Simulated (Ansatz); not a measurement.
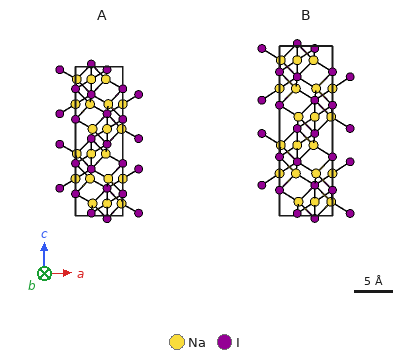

Two geometries of a crystal of Na₃I₂ (built on the corundum_167 type) (coarse preliminary run), drawn at one scale. One is the start of a relaxation, the other its converged end. A ball-and-stick model of the conventional cell (3 times the calculation's cell), seen along the b axis. Lengths and directions refer to the drawn axes.

Level of theory: DFT PBE, scalar-relativistic, plane waves, PAW (Ansatz 0.2.0). Set-up: plane-wave cutoff 420 eV; k-point mesh 3 × 3 × 3; occupations gaussian; smearing width 0.1 eV; no spin polarisation; cell and atoms relaxed; force threshold 0.04 eV/Å; at most 70 steps.

Which one is relaxed?

Answer. Structure B is the relaxed one. Case: anti-corundum type (R-3c, No. 167). Over 4 accepted moves (6 points after the start) the energy falls by 246 meV per atom. Largest force component: 0.22 eV/Å at the start, 0.006 eV/Å at the end. Pressure: 8.05 GPa at the start and 0.15 GPa at the end. At 2 points the geometry stayed and the basis and grid were re-selected for the new cell (energy shift of 6.2 meV per atom at most each time). The largest moves relative to the cell, 0.096 Å, are those of I atoms. Largest moves by element: I 0.096 Å, Na 0.021 Å. Cell: a = b 7.244 → 8.110 Å (+11.9 %), c 19.778 → 22.539 Å (+14.0 %). Volume +42.8 %. Near-neighbour distances that change, for instance: I–Na 2.823 → 3.207 Å, I–Na 3.001 → 3.338 Å. Bond angles that change, for instance: Na–I–Na 164.2° → 167.2°, Na–I–Na 101.2° → 98.6°. The space group stays R-3c (No. 167). The run took 2.9 min on 1 thread of Intel(R) Xeon(R) Platinum 8259CL CPU @ 2.50GHz (Skylake/Cascade Lake) (shared host), peak memory 0.76 GiB.
